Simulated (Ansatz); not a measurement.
Run report: Bi, geometry relaxation

System: Bi (Im-3m, 1 atom in the cell).
Method: DFT, PBE, PAW with Ansatz's default frozen-core files, scalar-relativistic, no spin polarisation (Ansatz 0.2.0).

The structure was built on a prototype by a generator; it need not be a known phase. Its volume is 0.91 times that of the source entry. It belongs to a series of runs on one base structure; here: bcc relaxed under pressure, PAW files. Figures and captions count atoms from 1; the log counts them from 0 in places.

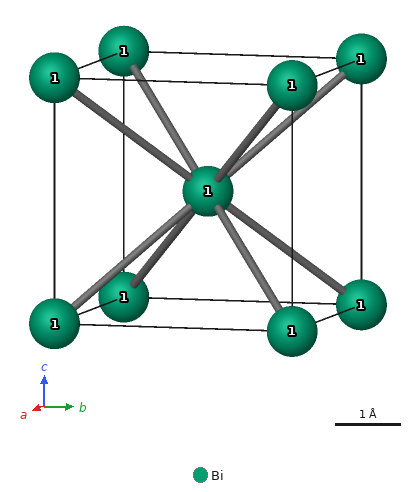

**Figure 1.** The input geometry (ball-and-stick view of the cell 2 times as large as that of the calculation, set on its symmetry axes, seen slightly off an axis; atoms are numbered from 1 in the order of the input). An atom can appear more than once, as a periodic image.

## Summary

| quantity | value |
| --- | --- |
| outcome | converged |
| space group (tolerance 0.01 Å) | Im-3m (229) |
| electrons treated | 15 |
| free energy | −12396.3700 eV |
| Fermi energy | 13.111 eV |
| pressure | 6.30 GPa |
| final volume | 28.65 Å³ |
| largest force (length of the vector) at the end | under 0.001 eV/Å |
| final cell | a = 3.339 Å, b = 3.339 Å, c = 3.339 Å, α = 109.47°, β = 109.47°, γ = 109.47° |
| hardware | 1 thread of Arm Neoverse V1, 24 GiB of memory available, shared host |
| wall time | 8.8 s |
| peak memory | 0.32 GiB |

## Remarks

Spin–orbit coupling is left out, which matters for Bi. The cell was relaxed to the target pressure of the input; what is minimised is then the enthalpy E + pV.

## The input
```yaml
crystal:
  lattice:
    - [-1.9324037906, 1.9324037906, 1.9324037906]
    - [1.9324037906, -1.9324037906, 1.9324037906]
    - [1.9324037906, 1.9324037906, -1.9324037906]
  atoms:
    - { symbol: Bi, position: [0.0, 0.0, 0.0] }
kpoints:
  mp_grid: { grid: [14, 14, 14] }
scf:
  occupations: { method: fermi_dirac, width: 0.08 }
hamiltonian:
  xc: pbe
  pseudopotentials: { kind: paw }
output:
  forces: true
  stress: true
  eigenvalues: true
relax:
  f_tol: 0.005
  max_steps: 40
  cell: { p_target: 6.3, stress_tol: 0.03 }
```

Launch command:
```bash
ansatz run input.yaml --threads 1 --pin off --max-ram 3584MiB --backend cpu --events-out ev --progress --plain --runs-dir out
```

## The program's output
```
Engine: ansatz 0.2.0, aarch64-unknown-linux-gnu
Pseudopotentials: kind: paw
Pseudopotential: Bi, paw, valence charge 15, recommended cutoff 420 eV (normal), Bi.paw.azcp
Functional definition: PBE
  parameter kappa = 0.804
  parameter beta = 0.06672455060314922
  exchange = pbe_x(kappa = kappa, mu = beta*pi^2/3)
  correlation = pbe_c(beta = beta)
Crystal: 1 atoms, lattice volume = 28.864 Å³
Basis set: ecut = 420 eV, 555 PW (Γ), exchange–correlation on 48×48×48 points (8 copies of the dense FFT grid, shifted against one another)
Bands: 12, of which v1, the nominal top of the filled ones, is band 8 counted from 1 (7 counted from 0)
Symmetry: 48 space group operations
Space group: Im-3m (ITA 229), of the structure as read, at distance tolerance 3.1e-5 Å
k-points: 104 of 2744
Non-local potential: Bi, projectors of the file, l = 0: 2, l = 1: 2, l = 2: 2, l = 3: 2
PAW form: soft (Blöchl's): semilocal exchange-correlation on the pseudo side does not see the compensation charge
PAW one-centre angular grid: Bi, 590 points (default); XC on 64 Gauss nodes
Initial density: superposition of atomic densities (neutral atoms: chi_scale 0, normalization atom), corrected by the library's trained network
Initial wavefunctions: pseudopotential atomic-orbital guess
Functional: x = pbe(κ = 0.804, μ = 0.2195149727645171), c = pbe(β = 0.06672455060314922)
SCF iter   1: F=—  HF=-12396.378588 eV  |F-HF|=—  |Δ(HF+E_count)|=         —  Δρ=7.71e-4  dr2=9.93e-5  ethr=1.77e-3  ⟨swp⟩=5.1  Hψ=7127  notcnv=0
preconditioner: auto → Kerker (q_TF=auto, 2.446 Å⁻¹)  [metal: Δε(μ)=0.040 eV  Ē_g=24.507 eV  σ=0.080 eV  W_gap=0.12  n_scr=12 (ndim 8)  ℏωp=26.8 eV  f_vac=0.000  D(μ)=0.75/eV (n_scr^D=0)]
SCF iter   2: F=—  HF=-12396.378050 eV  |F-HF|=—  |Δ(HF+E_count)|=   5.37e-4  Δρ=3.30e-4  dr2=9.60e-6  ethr=6.62e-7  ⟨swp⟩=3.3  Hψ=3389  notcnv=0
SCF iter   3: F=—  HF=-12396.378071 eV  |F-HF|=—  |Δ(HF+E_count)|=   2.11e-5  Δρ=1.98e-4  dr2=3.62e-6  ethr=6.40e-8  ⟨swp⟩=2.0  Hψ=1428  notcnv=0
iter 4 did not close the SCF: its close was put off for the readings that it lacked (scf_convergence_deferred on its scf_iter line)
SCF iter   4: F=-12396.378083 eV  HF=-12396.378083 eV  |F-HF|=2.68e-8  |Δ(HF+E_count)|=   1.14e-5  Δρ=1.55e-5  dr2=3.71e-8  ethr=2.41e-8  ⟨swp⟩=2.0  Hψ=1491  notcnv=0
iter 5 did not close the SCF: its close was put off for the readings that it lacked (scf_convergence_deferred on its scf_iter line)
SCF iter   5: F=-12396.378083 eV  HF=-12396.378083 eV  |F-HF|=5.51e-10  |Δ(HF+E_count)|=   3.37e-8  Δρ=3.07e-6  dr2=2.02e-9  ethr=2.47e-10  ⟨swp⟩=2.0  Hψ=2009  notcnv=0
SCF iter   6: F=-12396.378083 eV  HF=-12396.378083 eV  |F-HF|=8.73e-11  |Δ(HF+E_count)|=  7.06e-10  Δρ=8.15e-7  dr2=1.66e-10  ethr=1.35e-11  ⟨swp⟩=2.8  Hψ=4684  notcnv=0
SCF 1 converged in 6 iterations: F = -12396.378083 eV  dr2 = 1.66e-10
  greatest PAW one-centre occupation: 0.988 electrons in one spin orbital (limit 2), on the Bi atom at site 0 (counted from 0), in its partial waves of l = 2
relax step   1: F+E_penalty+E_count = -12396.37808286 eV  Δ(F+E_penalty+E_count) = +0.000e0 eV  max|allowed force component| = 0.000e0 eV/Å  Δτ_max = 0.0000 Å  P = +5.709 GPa  Ω = 28.864 Å³  (6 SCF iters, dr2 threshold 1.00e-7 eV, accepted)
Crystal: 1 atoms, lattice volume = 28.490 Å³
Initial density: handed on by an earlier stage of this run
Initial wavefunctions: those handed on with the density
iter 1 solved again at ethr=5.79e-8 eV; its pass at ethr=3.10e-3 eV (dr2=8.68e-6 eV) is discarded
SCF iter   1: F=—  HF=-12396.363650 eV  |F-HF|=—  |Δ(HF+E_count)|=         —  Δρ=1.52e-4  dr2=4.97e-6  ethr=5.79e-8  ⟨swp⟩=3.8  Hψ=11619  notcnv=0
preconditioner: auto → Kerker (q_TF=auto, 2.452 Å⁻¹)  [metal: Δε(μ)=0.041 eV  Ē_g=24.564 eV  σ=0.080 eV  W_gap=0.13  n_scr=12 (ndim 8)  ℏωp=26.9 eV  f_vac=0.000  D(μ)=0.72/eV (n_scr^D=0)]
SCF iter   2: F=—  HF=-12396.363651 eV  |F-HF|=—  |Δ(HF+E_count)|=   1.39e-6  Δρ=1.00e-4  dr2=2.23e-6  ethr=3.31e-8  ⟨swp⟩=1.0  Hψ=1248  notcnv=0
SCF iter   3: F=-12396.363651 eV  HF=-12396.363651 eV  |F-HF|=1.79e-8  |Δ(HF+E_count)|=   1.72e-7  Δρ=1.58e-5  dr2=6.62e-8  ethr=6.67e-10  ⟨swp⟩=5.4  Hψ=6622  notcnv=0
SCF 2 converged in 3 iterations: F = -12396.363651 eV  dr2 = 6.62e-8
relax step   2: F+E_penalty+E_count = -12396.36365147 eV  Δ(F+E_penalty+E_count) = +1.443e-2 eV  max|allowed force component| = 0.000e0 eV/Å  Δτ_max = 0.0000 Å  P = +6.736 GPa  Ω = 28.490 Å³  energy of the carried Pulay correction = +9.089e-5 eV  (3 SCF iters, dr2 threshold 1.00e-7 eV, accepted)
Crystal: 1 atoms, lattice volume = 28.647 Å³
iter 1 solved again at ethr=9.94e-9 eV; its pass at ethr=3.10e-3 eV (dr2=1.49e-6 eV) is discarded
SCF iter   1: F=—  HF=-12396.370022 eV  |F-HF|=—  |Δ(HF+E_count)|=         —  Δρ=5.90e-5  dr2=6.94e-7  ethr=9.94e-9  ⟨swp⟩=4.1  Hψ=11254  notcnv=0
preconditioner: auto → Kerker (q_TF=auto, 2.449 Å⁻¹)  [metal: Δε(μ)=0.042 eV  Ē_g=24.538 eV  σ=0.080 eV  W_gap=0.13  n_scr=12 (ndim 8)  ℏωp=26.9 eV  f_vac=0.000  D(μ)=0.73/eV (n_scr^D=0)]
SCF iter   2: F=—  HF=-12396.370024 eV  |F-HF|=—  |Δ(HF+E_count)|=   1.65e-6  Δρ=3.72e-5  dr2=2.87e-7  ethr=4.63e-9  ⟨swp⟩=1.0  Hψ=1248  notcnv=0
SCF iter   3: F=-12396.370024 eV  HF=-12396.370024 eV  |F-HF|=4.39e-9  |Δ(HF+E_count)|=   6.16e-8  Δρ=5.86e-6  dr2=7.78e-9  ethr=6.67e-10  ⟨swp⟩=5.2  Hψ=6622  notcnv=0
SCF 3 converged in 3 iterations: F = -12396.370024 eV  dr2 = 7.78e-9
relax step   3: F+E_penalty+E_count = -12396.37002406 eV  Δ(F+E_penalty+E_count) = -6.373e-3 eV  max|allowed force component| = 0.000e0 eV/Å  Δτ_max = 0.0000 Å  P = +6.294 GPa  Ω = 28.647 Å³  energy of the carried Pulay correction = +5.245e-5 eV  (3 SCF iters, dr2 threshold 1.00e-7 eV, accepted)
Initial wavefunctions: pseudopotential atomic-orbital guess (no wavefunctions were taken with the density)
iter 1 solved again at ethr=1.15e-7 eV; its pass at ethr=3.10e-3 eV (dr2=1.72e-5 eV) is discarded
SCF iter   1: F=—  HF=-12396.369967 eV  |F-HF|=—  |Δ(HF+E_count)|=         —  Δρ=1.18e-5  dr2=1.24e-8  ethr=1.15e-7  ⟨swp⟩=3.2  Hψ=10765  notcnv=0
SCF iter   2: F=—  HF=-12396.369968 eV  |F-HF|=—  |Δ(HF+E_count)|=   9.17e-7  Δρ=6.35e-6  dr2=4.80e-9  ethr=8.28e-11  ⟨swp⟩=2.7  Hψ=2145  notcnv=0
SCF iter   3: F=—  HF=-12396.369968 eV  |F-HF|=—  |Δ(HF+E_count)|=   4.40e-9  Δρ=1.35e-6  dr2=4.76e-10  ethr=3.20e-11  ⟨swp⟩=2.0  Hψ=1512  notcnv=0
SCF iter   4: F=—  HF=-12396.369968 eV  |F-HF|=—  |Δ(HF+E_count)|=  2.58e-10  Δρ=3.61e-7  dr2=1.87e-11  ethr=3.17e-12  ⟨swp⟩=2.0  Hψ=1463  notcnv=0
SCF iter   5: F=-12396.369968 eV  HF=-12396.369968 eV  |F-HF|=7.28e-12  |Δ(HF+E_count)|=  9.09e-12  Δρ=4.04e-8  dr2=2.89e-13  ethr=1.00e-12  ⟨swp⟩=7.0  Hψ=6481  notcnv=0
SCF 4 converged in 5 iterations: F = -12396.369968 eV  dr2 = 2.89e-13
relax step   4: F+E_penalty+E_count = -12396.36996784 eV  Δ(F+E_penalty+E_count) = +5.622e-5 eV  max|allowed force component| = 0.000e0 eV/Å  Δτ_max = 0.0000 Å  P = +6.295 GPa  Ω = 28.647 Å³  stress off target by 4.80e-3 GPa  SCF on the basis re-selected at this cell (its energy is not comparable with the rows above)  (5 SCF iters)
```

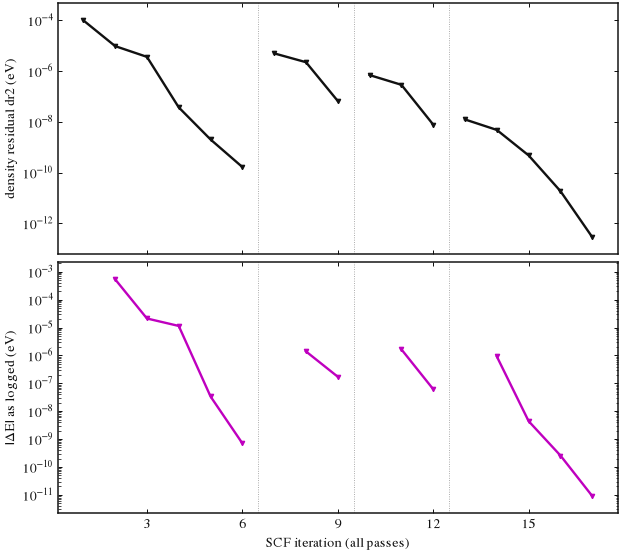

**Figure 2.** Convergence of the self-consistent field: density residual dr2 and size of the energy change against the SCF iteration. The dotted lines part the SCF passes of the relaxation: geometry steps, rejected trials and re-solves on a re-selected basis. The passes take 6, 3, 3 and 5 iterations.

```
basis re-selected at this cell: Δ(F+E_penalty+E_count) = +5.622e-5 eV, ΔP = +0.001 GPa vs the last step (what re-selecting the basis moved, of the pressure what is left beyond the Pulay correction that the steps carried, after the strain that the cell walked since its last selection, with what the two solves' SCF thresholds leave and, on support functions, any second-order correction that the steps lacked; it is no measure of the basis error at this ecutwfc). This SCF's stress stands 4.80e-3 GPa from its target on what of the cell is left free (relax.cell.stress_tol is 3.00e-2 GPa) and its largest allowed force component is 0.00e0 eV/Å (relax.f_tol is 5.00e-3 eV/Å): within both
SCF converged after 5 iterations
Free energy (F): -12396.369968 eV
Harris-Foulkes:  -12396.369968 eV  (|F-HF|=7.28e-12)
Internal energy: -12396.355129 eV  (E = F + TS)
E sigma→0 (E₀):  -12396.362549 eV
Entropy (-TS):   -0.014839 eV (-14.839 meV/atom)
Fermi energy:    13.111151 eV
--- Per-component energies (eV) ---
  E_band       = -62.673785
  E_kinetic    = 303.415656
  E_local      = -1335.935376  (includes V_loc(G=0)·N_el)
  E_nonlocal   = 560.020773
  E_hartree    = 420.508347
  E_xc         = -152.063284
  E_vxc        = -145.294898  (∫ρ·V_xc dr)
  E_paw        = -10663.056770  (= ΣΔE_a)
  E_vpaw       = -285.896204  (= ΣTr[D̂ρ^β])
  E_aug_tail   = -0.000441  (compensation charges beyond the density's cutoff)
  E_ewald      = -1529.244035
  E_smearing   = -0.014839  (= −TS)
  E_closure    = 0.000000  (closes the sum)
  Σ components = -12396.369968   (vs F -12396.369968, Δ=0.00e0)
--- Forces (eV/Å), atoms counted from 1 ---
  atom   1  Bi     0.00000000     0.00000000     0.00000000
  max |Σ_I F_I| component: 3.45e-31 eV/Å
--- Stress (GPa, compression-positive) ---
        6.295198       0.000000       0.000000
        0.000000       6.295198      -0.000000
        0.000000      -0.000000       6.295198
  P = ⅓ Tr σ = 6.2952 GPa (62.952 kbar)
--- Band table (eV; the first three rows and the last of 104) ---
  k-point 0: bands = ["-9.9740", "-9.9740", "-9.9740", "-9.8046", "-9.8046", "-0.9658", "18.9013", "18.9013", "18.9013", "23.4267", "23.6199", "23.6199"]
  k-point 1: bands = ["-9.9767", "-9.9697", "-9.9607", "-9.8077", "-9.8050", "-0.8628", "17.8267", "18.5642", "18.7924", "22.7789", "23.2181", "23.4899"]
  k-point 2: bands = ["-9.9842", "-9.9587", "-9.9233", "-9.8157", "-9.8063", "-0.5553", "15.7489", "17.7788", "18.4797", "21.7014", "22.5659", "23.4148"]
  k-point 103: bands = ["-9.9930", "-9.9930", "-9.7231", "-9.7231", "-9.7231", "5.0923", "11.1564", "11.1564", "11.1564", "16.5991", "16.5991", "28.6438"]
--- Relaxed structure (3 steps of the walk, 3 accepted, 1 SCFs on fresh bases) ---
  F+E_penalty+E_count = -12396.36996784 eV   max|allowed force component| = 0.000e0 eV/Å   (the final SCF, on the basis selected at the relaxed cell)
  cell:  # Å, volume = 28.6472 Å³
    - [-1.9275579651298524, 1.9275579651298524, 1.9275579651298524]
    - [1.9275579651298524, -1.9275579651298524, 1.9275579651298524]
    - [1.9275579651298524, 1.9275579651298524, -1.9275579651298524]
  atoms:
    - { symbol: Bi, position: [0.0, 0.0, 0.0] }
```

## Trajectory as extended XYZ (Å, eV, eV/Å), 4 frames, from step=1 to step=4
```
1
Lattice="-1.9324 1.9324 1.9324 1.9324 -1.9324 1.9324 1.9324 1.9324 -1.9324" Properties=species:S:1:pos:R:3:forces:R:3 step=1 energy=-12396.37808 pressure_GPa=5.71
Bi    0.0000    0.0000    0.0000    0.0000   0.0000   0.0000
1
Lattice="-1.9240 1.9240 1.9240 1.9240 -1.9240 1.9240 1.9240 1.9240 -1.9240" Properties=species:S:1:pos:R:3:forces:R:3 step=2 energy=-12396.36365 pressure_GPa=6.74
Bi    0.0000    0.0000    0.0000    0.0000   0.0000   0.0000
1
Lattice="-1.9276 1.9276 1.9276 1.9276 -1.9276 1.9276 1.9276 1.9276 -1.9276" Properties=species:S:1:pos:R:3:forces:R:3 step=3 energy=-12396.37002 pressure_GPa=6.29
Bi    0.0000    0.0000    0.0000    0.0000   0.0000   0.0000
1
Lattice="-1.9276 1.9276 1.9276 1.9276 -1.9276 1.9276 1.9276 1.9276 -1.9276" Properties=species:S:1:pos:R:3:forces:R:3 step=4 energy=-12396.36997 pressure_GPa=6.30
Bi    0.0000    0.0000    0.0000    0.0000   0.0000   0.0000
```
